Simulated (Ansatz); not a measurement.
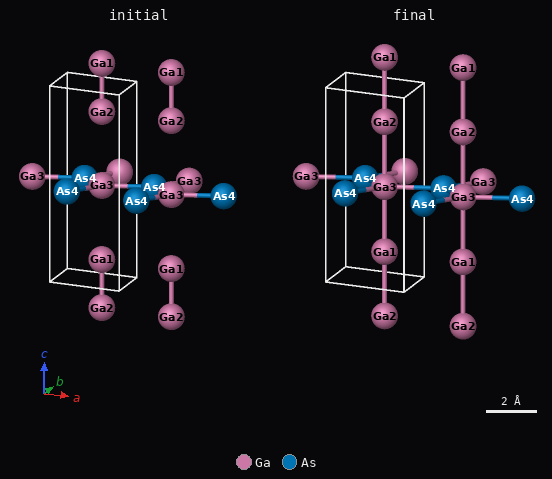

The structure of crystalline Ga$_{3}$As (a generated structure, set up in P-6m2) (coarse preliminary run) before (left) and after (right) a relaxation, at one scale.

The picture is a ball-and-stick view of the cell of the calculation, repeated 2 × 1 × 1 with one cell outlined, seen slightly off an axis.

Method: DFT PBE, scalar-relativistic, plane waves, PAW in Ansatz. (plane-wave cutoff 420 eV; k-point mesh 6 × 6 × 2; occupations gaussian; smearing width 0.1 eV; no spin polarisation; cell and atoms relaxed; force threshold 0.04 eV/Å; at most 70 steps)

**What changed between the two?**

The largest moves relative to the cell, 0.34 Å, are those of Ga1 and Ga2. Ga2 goes along −c. As stays in place. The drawn cell changes as follows: a = b 3.698 → 4.175 Å (+12.9 %), c 7.946 → 7.871 Å (−0.9 %); the volume changes by +26.2 %. Some distances before and after: Ga1–Ga2 1.952 → 2.605 Å, Ga1–Ga3 2.997 → 2.633 Å, Ga3–As4 2.135 → 2.410 Å. The space group stays P-6m2 (No. 187). The energy falls by 2.840 eV per cell of the calculation in 6 accepted moves (8 points after the start). The largest force component goes from 8.5 to 0.012 eV/Å. The pressure goes from 20.91 to 0.02 GPa. The SCF was repeated twice at an unchanged geometry on a basis and grid sized afresh for the cell, which shifted the energy by 21.9 meV per cell of the calculation at most.

Limits of the set-up: the k-point mesh is coarse for a cell with partly filled bands.
